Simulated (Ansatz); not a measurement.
**Run report: Au, geometry relaxation (part 2 of 3)**

The same run, continued: Au (Im-3m, 3 atoms in the cell); DFT PBEsol, scalar-relativistic, plane waves, PAW, no spin polarisation (Ansatz 0.2.0); cutoff 420 eV, 14×14×14 k-mesh, Gaussian smearing of 0.1 eV. The structure derives from a Materials Project entry. It belongs to a series of runs on one base structure; here: 0 of 3 Au sites taken by Cu, cell and atoms relaxed.

Geometry of the input (Å; fractional positions):
```
0.0000  0.0000  -3.2421
-3.2421  0.0000  0.0000
1.6211  4.8632  1.6211
Au 0.6667  0.6667  0.3333
Au 0.0000  0.0000  0.0000
Au 0.3333  0.3333  0.6667
```

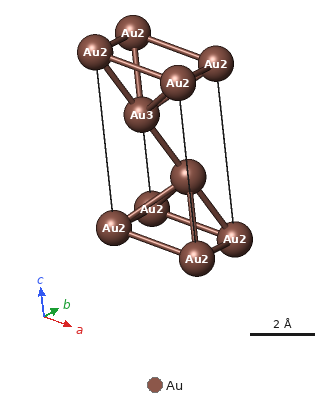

Figure 1. The geometry at step 11 of the log (ball-and-stick view of the cell of the calculation, seen slightly off an axis; atoms are numbered from 1 in the order of the input).

The program's output, continued:
```
SCF iter   1: F=—  HF=-39021.278660 eV  |F-HF|=—  |Δ(HF+E_count)|=         —  Δρ=8.80e-3  dr2=3.92e-2  ethr=6.65e-5  ⟨swp⟩=1.2  Hψ=38798  notcnv=0
preconditioner: auto → Kerker (q_TF=auto, 2.780 Å⁻¹)  [metal: Δε(μ)=0.028 eV  Ē_g=11.326 eV  σ=0.100 eV  W_gap=0.15  n_scr=20 (ndim 8)  ℏωp=29.9 eV  f_vac=0.000  D(μ)=0.78/eV (n_scr^D=2)]
SCF iter   2: F=—  HF=-39021.269133 eV  |F-HF|=—  |Δ(HF+E_count)|=   9.53e-3  Δρ=4.68e-3  dr2=9.78e-3  ethr=6.65e-5  ⟨swp⟩=1.0  Hψ=8540  notcnv=0
SCF iter   3: F=—  HF=-39021.266369 eV  |F-HF|=—  |Δ(HF+E_count)|=   2.76e-3  Δρ=9.60e-4  dr2=2.26e-4  ethr=1.72e-5  ⟨swp⟩=2.0  Hψ=11364  notcnv=0
SCF iter   4: F=—  HF=-39021.266421 eV  |F-HF|=—  |Δ(HF+E_count)|=   5.20e-5  Δρ=1.48e-4  dr2=6.61e-6  ethr=3.97e-7  ⟨swp⟩=2.3  Hψ=13193  notcnv=0
SCF iter   5: F=—  HF=-39021.266399 eV  |F-HF|=—  |Δ(HF+E_count)|=   2.26e-5  Δρ=3.08e-5  dr2=4.37e-7  ethr=1.16e-8  ⟨swp⟩=1.3  Hψ=9078  notcnv=0
SCF iter   6: F=—  HF=-39021.266396 eV  |F-HF|=—  |Δ(HF+E_count)|=   2.90e-6  Δρ=6.99e-6  dr2=2.19e-8  ethr=7.66e-10  ⟨swp⟩=2.2  Hψ=11643  notcnv=0
SCF iter   7: F=—  HF=-39021.266396 eV  |F-HF|=—  |Δ(HF+E_count)|=  3.06e-10  Δρ=1.10e-6  dr2=4.12e-10  ethr=3.85e-11  ⟨swp⟩=2.5  Hψ=13934  notcnv=0
SCF iter   8: F=-39021.266396 eV  HF=-39021.266396 eV  |F-HF|=1.46e-11  |Δ(HF+E_count)|=  1.46e-11  Δρ=1.54e-7  dr2=7.57e-12  ethr=1.00e-12  ⟨swp⟩=5.1  Hψ=34497  notcnv=0
the search or the solves at the SCF's close seem to have found levels that the self-consistency loop had missed (the run counts 2). By its estimate they hold under 1e-12 electrons; where the run keeps them, the occupations were computed again with them
SCF 8 converged in 8 iterations: F = -39021.266396 eV  dr2 = 7.57e-12
relax step   8: F+E_penalty+E_count = -39021.26639582 eV  Δ(F+E_penalty+E_count) = -2.568e-3 eV  max|allowed force component| = 2.244e-29 eV/Å  Δτ_max = 0.0000 Å  P = +0.004 GPa  Ω = 50.919 Å³  energy of the carried Pulay correction = +6.877e-5 eV  (8 SCF iters, accepted)
Crystal: 3 atoms, lattice volume = 50.885 Å³
Basis set: ecut = 420 eV, 975 PW (Γ), exchange–correlation on 48×48×72 points (8 copies of the dense FFT grid, shifted against one another)
iter 1 solved again at ethr=6.74e-8 eV; its pass at ethr=3.10e-3 eV (dr2=3.84e-5 eV) is discarded
SCF iter   1: F=—  HF=-39021.266733 eV  |F-HF|=—  |Δ(HF+E_count)|=         —  Δρ=4.37e-4  dr2=3.92e-5  ethr=6.74e-8  ⟨swp⟩=2.7  Hψ=44124  notcnv=0
preconditioner: auto → Kerker (q_TF=auto, 2.780 Å⁻¹)  [metal: Δε(μ)=0.029 eV  Ē_g=11.381 eV  σ=0.100 eV  W_gap=0.16  n_scr=20 (ndim 8)  ℏωp=29.9 eV  f_vac=0.000  D(μ)=0.72/eV (n_scr^D=2)]
SCF iter   2: F=—  HF=-39021.266695 eV  |F-HF|=—  |Δ(HF+E_count)|=   3.74e-5  Δρ=2.49e-4  dr2=1.39e-5  ethr=6.74e-8  ⟨swp⟩=1.0  Hψ=8540  notcnv=0
SCF iter   3: F=-39021.266691 eV  HF=-39021.266691 eV  |F-HF|=1.87e-8  |Δ(HF+E_count)|=   4.16e-6  Δρ=2.39e-5  dr2=1.11e-7  ethr=2.28e-10  ⟨swp⟩=6.6  Hψ=57283  notcnv=0
SCF 9 converged in 3 iterations: F = -39021.266691 eV  dr2 = 1.11e-7
relax step   9: F+E_penalty+E_count = -39021.26669130 eV  Δ(F+E_penalty+E_count) = -2.955e-4 eV  max|allowed force component| = 5.259e-29 eV/Å  Δτ_max = 0.0000 Å  P = +0.007 GPa  Ω = 50.885 Å³  energy of the carried Pulay correction = +7.926e-5 eV  (3 SCF iters, dr2 threshold 1.30e-7 eV, accepted)
Basis set: ecut = 420 eV, 975 PW (Γ), exchange–correlation on 40×40×90 points (8 copies of the dense FFT grid, shifted against one another)
Initial wavefunctions: pseudopotential atomic-orbital guess (no wavefunctions were taken with the density)
iter 1 solved again at ethr=4.18e-7 eV; its pass at ethr=3.10e-3 eV (dr2=2.38e-4 eV) is discarded
SCF iter   1: F=—  HF=-39021.279076 eV  |F-HF|=—  |Δ(HF+E_count)|=         —  Δρ=3.46e-3  dr2=2.34e-4  ethr=4.18e-7  ⟨swp⟩=2.9  Hψ=48608  notcnv=0
preconditioner: auto → Kerker (q_TF=auto, 2.780 Å⁻¹)  [metal: Δε(μ)=0.030 eV  Ē_g=11.381 eV  σ=0.100 eV  W_gap=0.16  n_scr=20 (ndim 8)  ℏωp=29.9 eV  f_vac=0.000  D(μ)=0.72/eV (n_scr^D=2)]
SCF iter   2: F=—  HF=-39021.283327 eV  |F-HF|=—  |Δ(HF+E_count)|=   4.25e-3  Δρ=1.77e-3  dr2=5.68e-5  ethr=4.11e-7  ⟨swp⟩=2.2  Hψ=10384  notcnv=0
SCF iter   3: F=—  HF=-39021.284735 eV  |F-HF|=—  |Δ(HF+E_count)|=   1.41e-3  Δρ=1.29e-4  dr2=5.51e-7  ethr=9.96e-8  ⟨swp⟩=1.7  Hψ=8891  notcnv=0
SCF iter   4: F=—  HF=-39021.284733 eV  |F-HF|=—  |Δ(HF+E_count)|=   1.52e-6  Δρ=1.36e-5  dr2=1.80e-8  ethr=9.67e-10  ⟨swp⟩=2.1  Hψ=14379  notcnv=0
SCF iter   5: F=—  HF=-39021.284733 eV  |F-HF|=—  |Δ(HF+E_count)|=   5.46e-8  Δρ=1.30e-6  dr2=7.83e-10  ethr=3.15e-11  ⟨swp⟩=2.6  Hψ=14030  notcnv=0
SCF iter   6: F=-39021.284733 eV  HF=-39021.284733 eV  |F-HF|=1.46e-11  |Δ(HF+E_count)|=  8.73e-11  Δρ=3.51e-7  dr2=4.54e-11  ethr=1.00e-12  ⟨swp⟩=5.5  Hψ=35199  notcnv=0
SCF 10 converged in 6 iterations: F = -39021.284733 eV  dr2 = 4.54e-11
relax step  10: F+E_penalty+E_count = -39021.28473325 eV  Δ(F+E_penalty+E_count) = -1.804e-2 eV  max|allowed force component| = 2.372e-27 eV/Å  Δτ_max = 0.0000 Å  P = +0.720 GPa  Ω = 50.885 Å³  stress off target by 2.02e0 GPa  SCF on the basis re-selected at this cell (its energy is not comparable with the rows above)  (6 SCF iters)
basis re-selected at this cell: Δ(F+E_penalty+E_count) = -1.804e-2 eV, ΔP = +0.713 GPa vs the last step (what re-selecting the basis moved, of the pressure what is left beyond the Pulay correction that the steps carried, after the strain that the cell walked since its last selection, with what the two solves' SCF thresholds leave and, on support functions, any second-order correction that the steps lacked; it is no measure of the basis error at this ecutwfc). The dense FFT grid was sized anew with the basis: this SCF ran on 20×20×45 points, the steps before it on 24×24×36, so part of this shift can come from that change (see relax.cell in the input reference). This SCF's stress stands 2.02e0 GPa from its target on what of the cell is left free (relax.cell.stress_tol is 1.50e-1 GPa) and its largest allowed force component is 2.37e-27 eV/Å (relax.f_tol is 1.50e-2 eV/Å): not within both, so this SCF does not close the relaxation
Crystal: 3 atoms, lattice volume = 50.950 Å³
iter 1 solved again at ethr=8.59e-7 eV; its pass at ethr=3.10e-3 eV (dr2=4.90e-4 eV) is discarded
SCF iter   1: F=—  HF=-39021.294584 eV  |F-HF|=—  |Δ(HF+E_count)|=         —  Δρ=1.60e-3  dr2=4.75e-4  ethr=8.59e-7  ⟨swp⟩=1.4  Hψ=45157  notcnv=0
preconditioner: auto → Kerker (q_TF=auto, 2.780 Å⁻¹)  [metal: Δε(μ)=0.039 eV  Ē_g=11.375 eV  σ=0.100 eV  W_gap=0.22  n_scr=20 (ndim 8)  ℏωp=29.9 eV  f_vac=0.000  D(μ)=0.73/eV (n_scr^D=2)]
SCF iter   2: F=—  HF=-39021.294495 eV  |F-HF|=—  |Δ(HF+E_count)|=   8.86e-5  Δρ=9.07e-4  dr2=1.66e-4  ethr=8.34e-7  ⟨swp⟩=1.0  Hψ=8540  notcnv=0
SCF iter   3: F=—  HF=-39021.294447 eV  |F-HF|=—  |Δ(HF+E_count)|=   4.80e-5  Δρ=8.05e-5  dr2=1.64e-6  ethr=2.92e-7  ⟨swp⟩=2.5  Hψ=14410  notcnv=0
SCF iter   4: F=-39021.294447 eV  HF=-39021.294447 eV  |F-HF|=4.92e-9  |Δ(HF+E_count)|=   1.29e-7  Δρ=1.88e-5  dr2=9.19e-8  ethr=5.26e-10  ⟨swp⟩=8.3  Hψ=52986  notcnv=0
SCF 11 converged in 4 iterations: F = -39021.294447 eV  dr2 = 9.19e-8
relax step  11: F+E_penalty+E_count = -39021.29444697 eV  Δ(F+E_penalty+E_count) = -9.714e-3 eV  max|allowed force component| = 1.459e-27 eV/Å  Δτ_max = 0.0000 Å  P = +0.435 GPa  Ω = 50.950 Å³  energy of the carried Pulay correction = -2.900e-5 eV  (4 SCF iters, dr2 threshold 3.00e-7 eV, accepted)
Crystal: 3 atoms, lattice volume = 51.005 Å³
iter 1 solved again at ethr=2.42e-6 eV; its pass at ethr=3.10e-3 eV (dr2=1.38e-3 eV) is discarded
SCF iter   1: F=—  HF=-39021.300665 eV  |F-HF|=—  |Δ(HF+E_count)|=         —  Δρ=2.37e-3  dr2=1.05e-3  ethr=2.42e-6  ⟨swp⟩=2.1  Hψ=43798  notcnv=0
preconditioner: auto → Kerker (q_TF=auto, 2.779 Å⁻¹)  [metal: Δε(μ)=0.024 eV  Ē_g=11.361 eV  σ=0.100 eV  W_gap=0.14  n_scr=20 (ndim 8)  ℏωp=29.9 eV  f_vac=0.000  D(μ)=0.68/eV (n_scr^D=2)]
SCF iter   2: F=—  HF=-39021.300437 eV  |F-HF|=—  |Δ(HF+E_count)|=   2.28e-4  Δρ=1.33e-3  dr2=3.66e-4  ethr=1.83e-6  ⟨swp⟩=1.0  Hψ=8540  notcnv=0
SCF iter   3: F=—  HF=-39021.300322 eV  |F-HF|=—  |Δ(HF+E_count)|=   1.16e-4  Δρ=1.19e-4  dr2=3.93e-6  ethr=6.43e-7  ⟨swp⟩=2.3  Hψ=14467  notcnv=0
SCF iter   4: F=—  HF=-39021.300320 eV  |F-HF|=—  |Δ(HF+E_count)|=   1.70e-6  Δρ=2.34e-5  dr2=1.38e-7  ethr=5.26e-10  ⟨swp⟩=9.6  Hψ=55524  notcnv=0
SCF iter   5: F=-39021.300320 eV  HF=-39021.300320 eV  |F-HF|=3.02e-9  |Δ(HF+E_count)|=   1.29e-8  Δρ=5.35e-6  dr2=5.96e-9  ethr=2.43e-10  ⟨swp⟩=5.1  Hψ=49696  notcnv=0
SCF 12 converged in 5 iterations: F = -39021.300320 eV  dr2 = 5.96e-9
relax step  12: F+E_penalty+E_count = -39021.30032010 eV  Δ(F+E_penalty+E_count) = -5.873e-3 eV  max|allowed force component| = 4.698e-28 eV/Å  Δτ_max = 0.0000 Å  P = +0.165 GPa  Ω = 51.005 Å³  energy of the carried Pulay correction = -5.857e-5 eV  (5 SCF iters, dr2 threshold 3.00e-7 eV, accepted)
Crystal: 3 atoms, lattice volume = 51.036 Å³
Basis set: ecut = 420 eV, 977 PW (Γ), exchange–correlation on 40×40×90 points (8 copies of the dense FFT grid, shifted against one another)
iter 1 solved again at ethr=2.60e-7 eV; its pass at ethr=3.10e-3 eV (dr2=1.48e-4 eV) is discarded
SCF iter   1: F=—  HF=-39021.300906 eV  |F-HF|=—  |Δ(HF+E_count)|=         —  Δρ=9.01e-4  dr2=1.48e-4  ethr=2.60e-7  ⟨swp⟩=2.2  Hψ=44347  notcnv=0
preconditioner: auto → Kerker (q_TF=auto, 2.779 Å⁻¹)  [metal: Δε(μ)=0.021 eV  Ē_g=11.354 eV  σ=0.100 eV  W_gap=0.12  n_scr=20 (ndim 8)  ℏωp=29.9 eV  f_vac=0.000  D(μ)=0.68/eV (n_scr^D=2)]
SCF iter   2: F=—  HF=-39021.300870 eV  |F-HF|=—  |Δ(HF+E_count)|=   3.66e-5  Δρ=5.07e-4  dr2=5.26e-5  ethr=2.60e-7  ⟨swp⟩=1.0  Hψ=8540  notcnv=0
SCF iter   3: F=—  HF=-39021.300853 eV  |F-HF|=—  |Δ(HF+E_count)|=   1.70e-5  Δρ=4.65e-5  dr2=4.55e-7  ethr=9.23e-8  ⟨swp⟩=2.6  Hψ=14473  notcnv=0
SCF iter   4: F=-39021.300853 eV  HF=-39021.300853 eV  |F-HF|=2.86e-9  |Δ(HF+E_count)|=   6.02e-8  Δρ=6.53e-6  dr2=1.61e-8  ethr=5.26e-10  ⟨swp⟩=8.1  Hψ=48972  notcnv=0
SCF 13 converged in 4 iterations: F = -39021.300853 eV  dr2 = 1.61e-8
relax step  13: F+E_penalty+E_count = -39021.30085291 eV  Δ(F+E_penalty+E_count) = -5.328e-4 eV  max|allowed force component| = 7.433e-29 eV/Å  Δτ_max = 0.0000 Å  P = +0.017 GPa  Ω = 51.036 Å³  energy of the carried Pulay correction = -7.274e-5 eV  (4 SCF iters, dr2 threshold 3.00e-7 eV, accepted)
iter 1 solved again at ethr=3.79e-9 eV; its pass at ethr=3.10e-3 eV (dr2=2.16e-6 eV) is discarded
SCF iter   1: F=—  HF=-39021.300888 eV  |F-HF|=—  |Δ(HF+E_count)|=         —  Δρ=2.91e-4  dr2=1.69e-6  ethr=3.79e-9  ⟨swp⟩=4.1  Hψ=56516  notcnv=0
preconditioner: auto → Kerker (q_TF=auto, 2.779 Å⁻¹)  [metal: Δε(μ)=0.018 eV  Ē_g=11.354 eV  σ=0.100 eV  W_gap=0.10  n_scr=20 (ndim 8)  ℏωp=29.9 eV  f_vac=0.000  D(μ)=0.68/eV (n_scr^D=2)]
SCF iter   2: F=—  HF=-39021.300905 eV  |F-HF|=—  |Δ(HF+E_count)|=   1.65e-5  Δρ=1.48e-4  dr2=4.45e-7  ethr=2.97e-9  ⟨swp⟩=1.0  Hψ=8540  notcnv=0
SCF iter   3: F=—  HF=-39021.300913 eV  |F-HF|=—  |Δ(HF+E_count)|=   8.30e-6  Δρ=2.70e-6  dr2=1.23e-9  ethr=7.81e-10  ⟨swp⟩=2.5  Hψ=15316  notcnv=0
SCF iter   4: F=-39021.300913 eV  HF=-39021.300913 eV  |F-HF|=2.91e-11  |Δ(HF+E_count)|=   1.17e-9  Δρ=4.76e-7  dr2=5.71e-11  ethr=1.00e-12  ⟨swp⟩=6.4  Hψ=40548  notcnv=0
SCF 14 converged in 4 iterations: F = -39021.300913 eV  dr2 = 5.71e-11
relax step  14: F+E_penalty+E_count = -39021.30091317 eV  Δ(F+E_penalty+E_count) = -6.026e-5 eV  max|allowed force component| = 1.620e-28 eV/Å  Δτ_max = 0.0000 Å  P = +0.018 GPa  Ω = 51.036 Å³  stress off target by 6.20e-2 GPa  SCF on the basis re-selected at this cell (its energy is not comparable with the rows above)  (4 SCF iters)
```

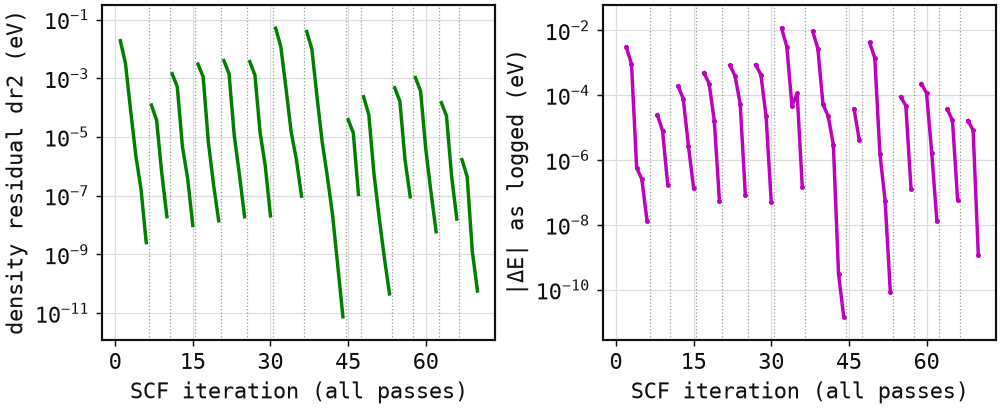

Figure 2. Convergence of the self-consistent field: density residual dr2 and size of the energy change against the SCF iteration. The dotted lines part the SCF passes of the relaxation: geometry steps, rejected trials and re-solves on a re-selected basis. The 14 passes take 3 to 8 iterations each, 70 in all.

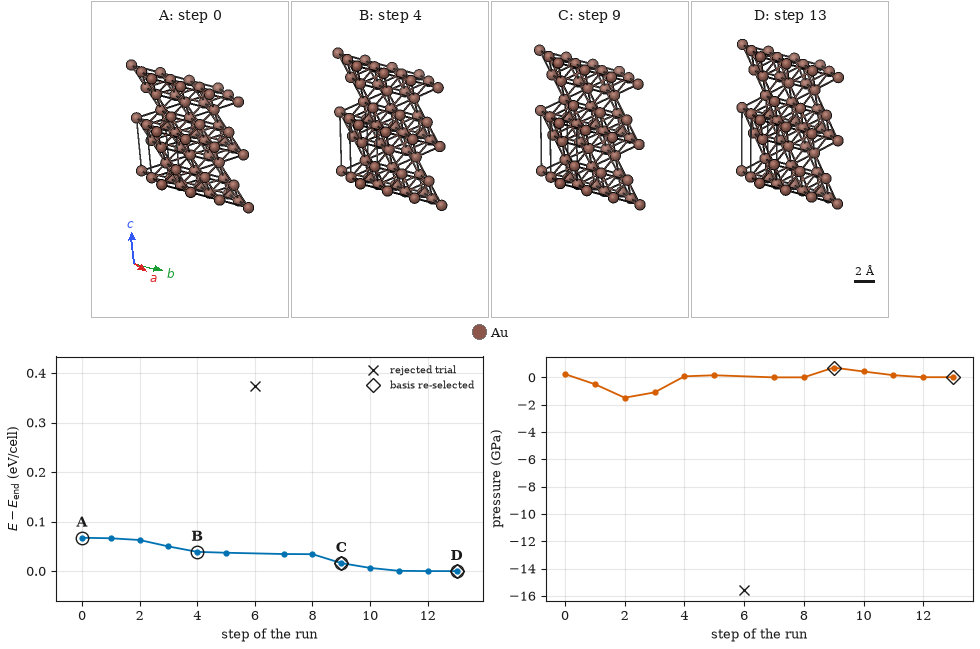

Figure 3. Frames of the relaxation (ball-and-stick view of the cell of the calculation, repeated 2 × 3 × 2, seen slightly off an axis) above the curves, on which the letters mark them (the first geometry is step 0 here and step 1 in the log).

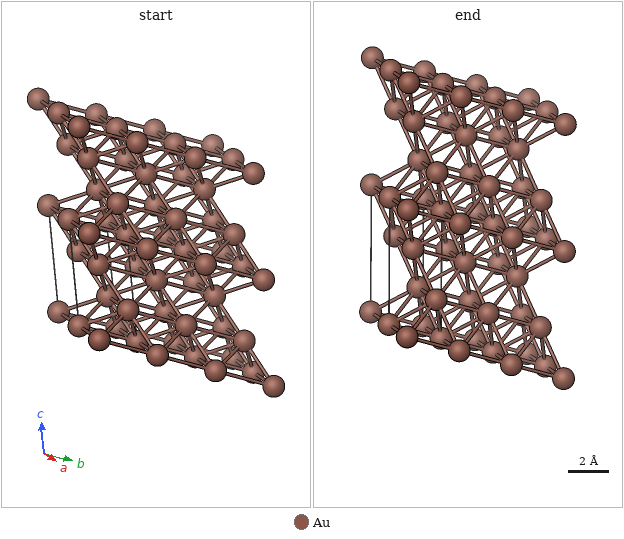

Figure 4. Before (left) and after (right) the relaxation, at one scale (ball-and-stick view of the cell of the calculation, repeated 2 × 3 × 2, seen slightly off an axis). The atoms keep their places relative to the cell (all moves are under 0.005 Å). The volume changes by −0.2 %, with a = b 3.242 → 2.907 Å (−10.3 %), c 5.376 → 6.380 Å (+18.7 %), α 107.5° → 103.2°, β 107.5° → 103.2°. Among the contacts that change: Au1–Au1 3.242 → 2.907 Å, Au1–Au2 2.808 → 2.877 Å. The space group (tolerance 0.01 Å) goes from Im-3m (No. 229) to I4/mmm (No. 139). The energy falls by 67.3 meV per cell of the calculation in 11 geometry steps. All forces vanish by symmetry, so only the cell relaxes. The pressure goes from 0.24 to 0.02 GPa. The line search rejected the trial step at point 6 (counted from 0) and went back. The basis was re-selected once at an unchanged geometry, which shifts the energy a little without any move. The energy change given includes the shifts at the re-selections in mid-walk, which come without any move. A last SCF at the same geometry on a re-selected plane-wave basis shifts the energy by −0.1 meV per cell of the calculation. (Atoms are counted from 1 in the order of the input.)
